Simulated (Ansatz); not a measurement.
## Run report: GaN, geometry relaxation (part 2 of 2)

GaN (P6₃/mmc, 4 atoms in the cell); DFT PBE, scalar-relativistic, plane waves, PAW, no spin polarisation (Ansatz 0.2.0); cutoff 420 eV, 9×9×6 k-mesh, Gaussian smearing of 0.02 eV. The structure was made by a generator, so it may or may not be a known phase.

Geometry of the input (Å; fractional positions):
```
3.3286  0.0000  0.0000
-1.6643  2.8826  0.0000
0.0000  0.0000  4.8562
Ga 0.3333  0.6667  0.7500
Ga 0.6667  0.3333  0.2500
N  0.3333  0.6667  0.2500
N  0.6667  0.3333  0.7500
```

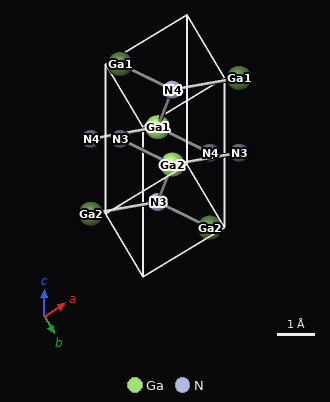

*The geometry at step 3 of the log (ball-and-stick view of the cell of the calculation, seen at an oblique angle; neighbours outside the cell are drawn fainter; atoms are numbered from 1 in the order of the input).*

```
basis re-selected at this cell: Δ(F+E_penalty+E_count) = -4.028e-4 eV, ΔP = +0.016 GPa vs the last step (what re-selecting the basis moved, of the pressure what is left beyond the Pulay correction that the steps carried, after the strain that the cell walked since its last selection, with what the two solves' SCF thresholds leave and, on support functions, any second-order correction that the steps lacked; it is no measure of the basis error at this ecutwfc). This SCF's stress stands 3.11e-2 GPa from its target on what of the cell is left free (relax.cell.stress_tol is 5.00e-2 GPa) and its largest allowed force component is 2.93e-16 eV/Å (relax.f_tol is 1.00e-2 eV/Å): within both
SCF converged after 6 iterations
Free energy (F): -8334.895220 eV
Harris-Foulkes:  -8334.895220 eV  (|F-HF|=3.27e-11)
Internal energy: -8334.895220 eV  (E = F + TS)
E sigma→0 (E₀):  -8334.895220 eV
Fermi energy:    10.566855 eV
--- Per-component energies (eV) ---
  E_band       = -22.556247
  E_kinetic    = 491.932185
  E_local      = -3929.352406  (includes V_loc(G=0)·N_el)
  E_nonlocal   = 949.532379
  E_hartree    = 1804.546233
  E_xc         = -256.367424
  E_vxc        = -266.678489  (∫ρ·V_xc dr)
  E_paw        = -4241.917269  (= ΣΔE_a)
  E_vpaw       = -877.082476  (= ΣTr[D̂ρ^β])
  E_aug_tail   = -0.000023  (compensation charges beyond the density's cutoff)
  E_ewald      = -3153.268895
  E_smearing   = -0.000000  (= −TS)
  E_closure    = 0.000000  (closes the sum)
  Σ components = -8334.895220   (vs F -8334.895220, Δ=0.00e0)
--- Forces (eV/Å), atoms counted from 1 ---
  atom   1  Ga    -0.00000000    -0.00000000    -0.00000000
  atom   2  Ga    -0.00000000     0.00000000     0.00000000
  atom   3  N     -0.00000000    -0.00000000     0.00000000
  atom   4  N      0.00000000     0.00000000     0.00000000
  max |Σ_I F_I| component: 1.11e-16 eV/Å
--- Stress (GPa, compression-positive) ---
       -0.016037       0.000000       0.000000
        0.000000      -0.016037      -0.000000
        0.000000      -0.000000       0.031132
  P = ⅓ Tr σ = -0.0003 GPa (-0.003 kbar)
--- Band table (eV; the first three rows and the last of 48) ---
  k-point 0: bands = ["-6.4676", "-5.7242", "-4.2603", "-4.2603", "-4.2529", "-4.2529", "-4.0956", "-4.0956", "-4.0196", "-3.9667", "-3.9667", "-2.1128", "3.6624", "7.9669", "7.9669", "9.0130", "9.0130", "9.9907", "11.1430", "11.8873", "18.2416", "18.2416"]
  k-point 1: bands = ["-6.3843", "-5.7356", "-4.2670", "-4.2670", "-4.2581", "-4.2581", "-4.0800", "-4.0800", "-3.9935", "-3.9709", "-3.9709", "-2.4177", "4.1367", "8.0379", "8.0379", "8.9457", "8.9457", "9.1282", "11.9816", "12.0883", "18.2419", "18.2419"]
  k-point 2: bands = ["-6.1724", "-5.7918", "-4.2769", "-4.2769", "-4.2695", "-4.2695", "-4.0459", "-4.0459", "-3.9851", "-3.9851", "-3.8786", "-3.0405", "5.2512", "7.8757", "8.2321", "8.2321", "8.7583", "8.7583", "12.6461", "12.9808", "18.0605", "18.3329"]
  k-point 47: bands = ["-5.3479", "-5.3479", "-4.2494", "-4.2494", "-4.0823", "-4.0823", "-4.0658", "-4.0658", "-4.0311", "-4.0311", "-2.2284", "-2.2284", "3.0108", "3.0108", "4.9322", "4.9322", "9.3604", "9.3604", "15.2172", "15.2172", "17.4352", "17.4352"]
--- Relaxed structure (4 steps of the walk, 4 accepted, 1 SCFs on fresh bases) ---
  F+E_penalty+E_count = -8334.89522024 eV   max|allowed force component| = 2.926e-16 eV/Å   (the final SCF, on the basis selected at the relaxed cell)
  cell:  # Å, volume = 46.7378 Å³
    - [3.3251692016678347, 0.0, 0.0]
    - [-1.6625846008339173, 2.879681000525965, 0.0]
    - [0.0, 0.0, 4.881019054931898]
  atoms:
    - { symbol: Ga, position: [0.33333333333333337, 0.6666666666666667, 0.7500000000000001] }
    - { symbol: Ga, position: [0.6666666666666667, 0.33333333333333337, 0.25000000000000006] }
    - { symbol: N, position: [0.33333333333333337, 0.6666666666666667, 0.25000000000000006] }
    - { symbol: N, position: [0.6666666666666667, 0.33333333333333337, 0.7500000000000001] }
```

## Trajectory as extended XYZ (Å, eV, eV/Å), 5 frames, from step=1 to step=5
```
4
Lattice="3.3286 0.0000 0.0000 -1.6643 2.8826 0.0000 0.0000 0.0000 4.8562" Properties=species:S:1:pos:R:3:forces:R:3 step=1 energy=-8334.89500 pressure_GPa=0.08
Ga    0.0000    1.9218    3.6421    0.0000   0.0000   0.0000
Ga    1.6643    0.9609    1.2140    0.0000   0.0000   0.0000
N     0.0000    1.9218    1.2140    0.0000   0.0000   0.0000
N     1.6643    0.9609    3.6421    0.0000   0.0000   0.0000
4
Lattice="3.3284 0.0000 0.0000 -1.6642 2.8825 0.0000 0.0000 0.0000 4.8619" Properties=species:S:1:pos:R:3:forces:R:3 step=2 energy=-8334.89495 pressure_GPa=-0.02
Ga    0.0000    1.9216    3.6464    0.0000   0.0000   0.0000
Ga    1.6642    0.9608    1.2155    0.0000   0.0000   0.0000
N     0.0000    1.9216    1.2155    0.0000   0.0000   0.0000
N     1.6642    0.9608    3.6464    0.0000   0.0000   0.0000
4
Lattice="3.3247 0.0000 0.0000 -1.6623 2.8792 0.0000 0.0000 0.0000 4.8813" Properties=species:S:1:pos:R:3:forces:R:3 step=3 energy=-8334.89485 pressure_GPa=0.04
Ga    0.0000    1.9195    3.6610    0.0000   0.0000   0.0000
Ga    1.6623    0.9597    1.2203    0.0000   0.0000   0.0000
N     0.0000    1.9195    1.2203    0.0000   0.0000   0.0000
N     1.6623    0.9597    3.6610    0.0000   0.0000   0.0000
4
Lattice="3.3252 0.0000 0.0000 -1.6626 2.8797 0.0000 0.0000 0.0000 4.8810" Properties=species:S:1:pos:R:3:forces:R:3 step=4 energy=-8334.89482 pressure_GPa=-0.02
Ga    0.0000    1.9198    3.6608    0.0000   0.0000   0.0000
Ga    1.6626    0.9599    1.2203    0.0000   0.0000   0.0000
N     0.0000    1.9198    1.2203    0.0000   0.0000   0.0000
N     1.6626    0.9599    3.6608    0.0000   0.0000   0.0000
4
Lattice="3.3252 0.0000 0.0000 -1.6626 2.8797 0.0000 0.0000 0.0000 4.8810" Properties=species:S:1:pos:R:3:forces:R:3 step=5 energy=-8334.89522 pressure_GPa=-0.00
Ga    0.0000    1.9198    3.6608    0.0000   0.0000   0.0000
Ga    1.6626    0.9599    1.2203    0.0000   0.0000   0.0000
N     0.0000    1.9198    1.2203    0.0000   0.0000   0.0000
N     1.6626    0.9599    3.6608    0.0000   0.0000   0.0000
```

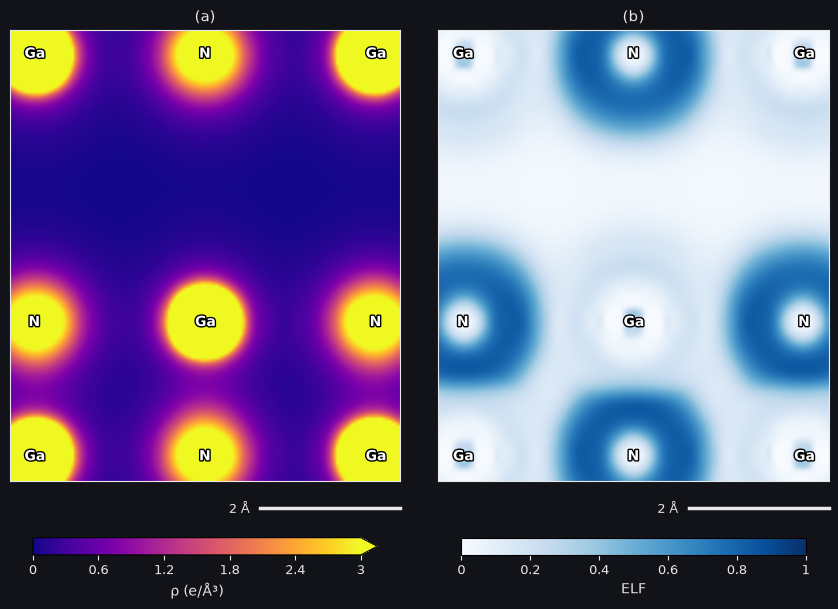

*(a) valence pseudo-density; (b) electron localisation function on the (110) plane of the conventional cell.*

The plane passes through Ga and N nuclei. Ga–N (1.92 Å): ρ is about 0.78 e/Å³ halfway; the ELF is about 0.50 at the midpoint. Away from the nuclei the density in this plane falls to 0.03 e/Å³ at its lowest. In a PAW calculation such maps are meaningful between the atoms, not at the nuclei.

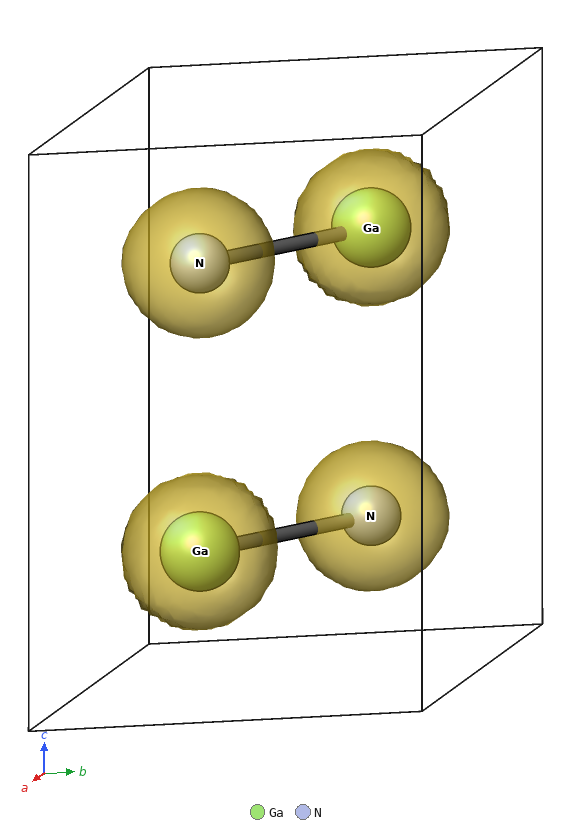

*Isosurface of the valence charge density (pseudo) at 1.5 e/Å³ (yellow), seen slightly off an axis. Sticks mark near contacts. The outline is the cell set on symmetry axes.*

At this value the density breaks into separate islands; it holds about 60 % of the electrons treated as valence (semicore included). It is pinched off along the Ga–N (1.92 Å) contacts. On the grid the lowest density along these lines, outside the cores, is 0.76 e/Å³ (Ga–N, 1.92 Å).

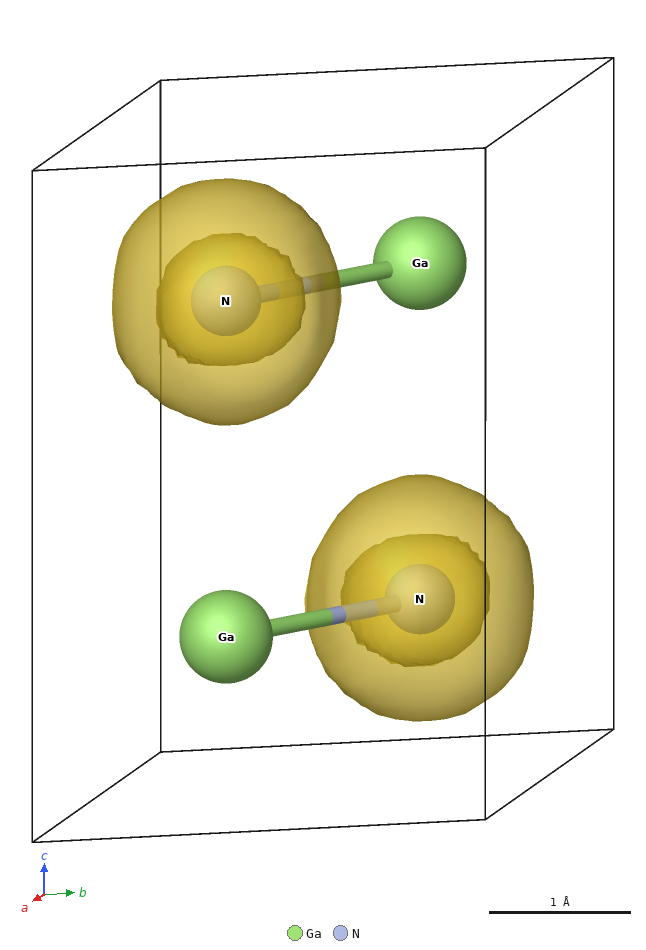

*Isosurface of the ELF at 0.75 (yellow), seen slightly off an axis. Only the valence region is drawn (cores and ρ < 0.01 e/Å³ removed). Sticks mark near contacts. The outline is the cell set on symmetry axes.*

Profiles from the grid: Ga–N (1.92 Å): the ELF is about 0.50 at the midpoint.
